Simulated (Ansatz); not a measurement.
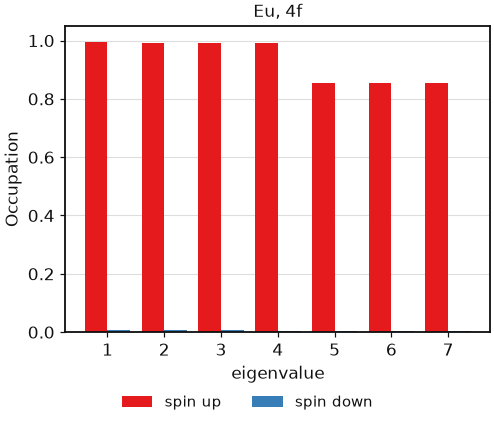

Describe the figure.

Eigenvalues of the local occupation matrix of the f shell (Löwdin-orthogonalised atomic projectors). System: EuS, space group Fm-3m, 2 atoms in the cell, rocksalt type. Level of theory: DFT r2SCAN+U, scalar-relativistic, plane waves, PAW, Ueff = 4 eV on Eu f, spin-polarised, 6×6×6 k mesh, 500 eV cutoff, Gaussian smearing of 0.05 eV; code Ansatz 0.2.0.

Counting eigenvalues over 0.6 as filled, Eu has 7 filled f states (f⁷), 7 up and 0 down; the eigenvalues sum to 6.6.

Start of the run: total moment locked. Such runs often end in metastable states, so this need not be the lowest one. Moments were held by a constraint, so this isn't a free state. The cell is at −5 GPa in this functional. Spin-orbit coupling is left out, which matters for Eu.
